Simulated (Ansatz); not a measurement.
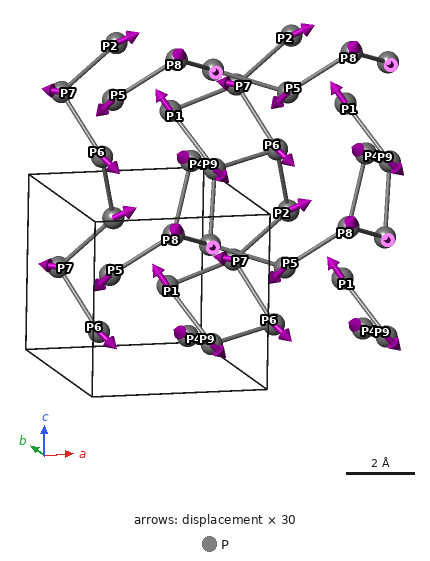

This is a relaxation of crystalline P (a generated structure, set up in R32). The starting structure is drawn; purple arrows show the displacements (the part carried along by the change of the cell is left out), 30 times their true length.

The picture is a ball-and-stick view of the cell of the calculation, repeated 2 × 1 × 2 with one cell outlined, seen slightly off an axis.

Method: DFT PBE, scalar-relativistic, plane waves, PAW in Ansatz. (plane-wave cutoff 420 eV; k-point mesh 6 × 6 × 6; occupations gaussian; smearing width 0.1 eV; no spin polarisation; cell and atoms relaxed; force threshold 0.01 eV/Å; at most 80 steps)

What did the optimiser do to the structure, and how much energy did it gain?

Answer. The largest moves relative to the cell, 0.027 Å, are those of P atoms. Cell: a = b = c 5.491 → 5.479 Å (−0.2 %), α 92.6° → 92.4°, β 92.6° → 92.4°, γ 92.6° → 92.4°. Volume −0.6 %. Some distances before and after: P–P 2.322 → 2.358 Å, P–P 2.346 → 2.318 Å, P–P 2.259 → 2.250 Å. The space group stays R32 (No. 155). The energy falls by 1.3 meV per atom in 4 accepted moves (6 points after the start). Largest force component: 0.13 eV/Å at the start, 0.0026 eV/Å at the end. Pressure: 0.11 GPa at the start and 0.00 GPa at the end. The line search rejected the trial step at point 3 of the run. At 1 point the geometry stayed and the basis and grid were re-selected for the new cell (energy shift of less than 0.05 meV per atom at most each time).
